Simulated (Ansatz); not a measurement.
Consider GaSb (slab).

Input file:

```
crystal:
  lattice:
    - [8.7876985899, 0.0, 0.0]
    - [-4.3938492949, 7.6103702196, 0.0]
    - [0.0, 0.0, 20.484453658]
  atoms:
    - { symbol: Sb, position: [0.5, 0.0, 0.3905400717] }
    - { symbol: Sb, position: [0.5, 0.5, 0.3905400717] }
    - { symbol: Sb, position: [0.0, 0.0, 0.3905400717] }
    - { symbol: Sb, position: [0.0, 0.5, 0.3905400717] }
    - { symbol: Ga, position: [0.1666666667, 0.8333333333, 0.434324043] }
    - { symbol: Ga, position: [0.1666666667, 0.3333333333, 0.434324043] }
    - { symbol: Ga, position: [0.6666666667, 0.8333333333, 0.434324043] }
    - { symbol: Ga, position: [0.6666666667, 0.3333333333, 0.434324043] }
    - { symbol: Sb, position: [0.6666666667, 0.8333333333, 0.565675957] }
    - { symbol: Sb, position: [0.6666666667, 0.3333333333, 0.565675957] }
    - { symbol: Sb, position: [0.1666666667, 0.8333333333, 0.565675957] }
    - { symbol: Sb, position: [0.1666666667, 0.3333333333, 0.565675957] }
    - { symbol: Ga, position: [0.3333333333, 0.6666666667, 0.6094599283] }
    - { symbol: Ga, position: [0.3333333333, 0.1666666667, 0.6094599283] }
    - { symbol: Ga, position: [0.8333333333, 0.6666666667, 0.6094599283] }
    - { symbol: Ga, position: [0.8333333333, 0.1666666667, 0.6094599283] }
basis:
  ecutwfc: 420
kpoints:
  mp_grid: { grid: [3, 3, 1] }
hamiltonian:
  xc: pbe
scf:
  occupations: { method: gaussian, width: 0.1 }
output:
  forces: true
  eigenvalues: true
  write_density: true
  write_potential: true
  elf: true
  volumetric_format: npy
relax:
  adjacent_minimum: "off"
  f_tol: 0.03
  max_steps: 70
  constraints: [{ sites: [0, 1, 2, 3, 4, 5, 6, 7] }]
efield:
  axis: 3
  dipole_correction: true
  ramp_width: 0.04
```

Run with:

```sh
ansatz run input.yaml --threads 4 --pin off --max-ram 10240MiB --backend cpu --events-out ev --progress --plain --runs-dir out
```

The fields are those of the relaxed geometry.

Theory: Ansatz, DFT PBE, scalar-relativistic, plane waves, PAW.

**What will maps of the valence pseudo-density and electron localisation function show?**

Ga–Sb (2.87 Å): ρ at the midpoint is about 0.26 e/Å³; the ELF reaches about 0.60 near the midpoint.

**Does the calculation make it a metal, or give it a gap?**

It is gapless in this calculation (a metal or semimetal).

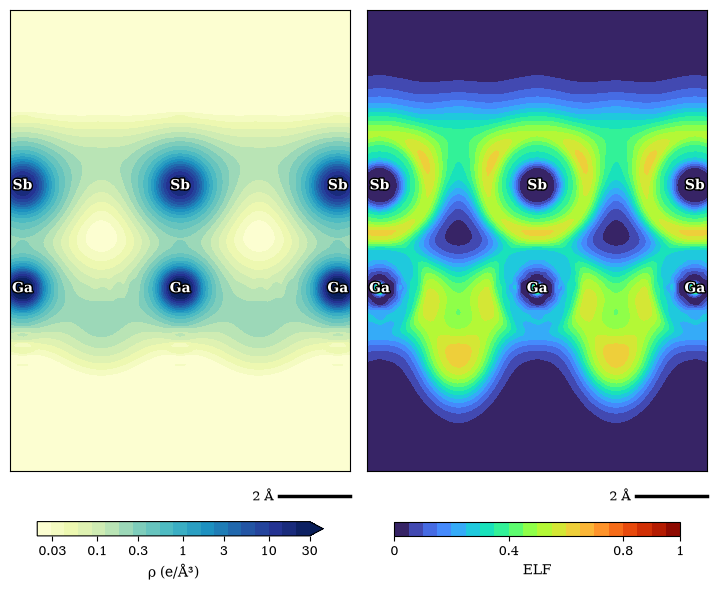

Computed valence pseudo-density and electron localisation function on the (100) plane of the calculation cell, a cut from vacuum to vacuum, in this order. 

In a PAW calculation such maps are meaningful between the atoms, not at the nuclei.
